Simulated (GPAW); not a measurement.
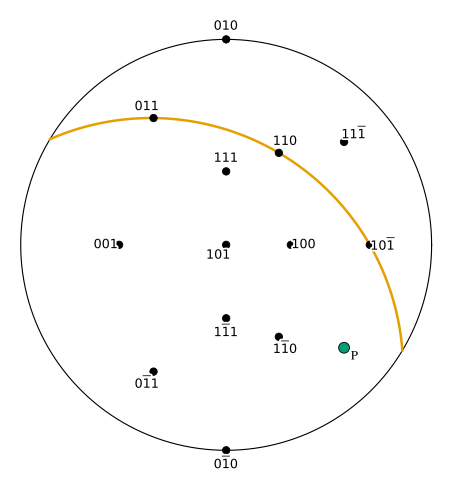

Stereographic projection of plane normals (upper hemisphere) centred on (1 0 1). Crystal: TiAl, an entry of the Crystallography Open Database, as set up for an electronic-structure calculation. Symmetry computed with spglib at a tolerance of 0.002 Å; standard conventional cell.

a = 2.837 Å, b = 2.837 Å, c = 4.059 Å, α = 90.00°, β = 90.00°, γ = 90.00°.

### Index the pole marked P.

P is (1 −1 −1), 74.6° from the centre.

### Which zone does the coloured great circle trace?

The zone [1 −1 1]: its poles satisfy h − k + l = 0.

### What is the angle between the normals of (0 −1 0) and (1 0 1), and what are their d_hkl = 1/|g|?

90.0°; d = 2.837 Å and 2.326 Å.
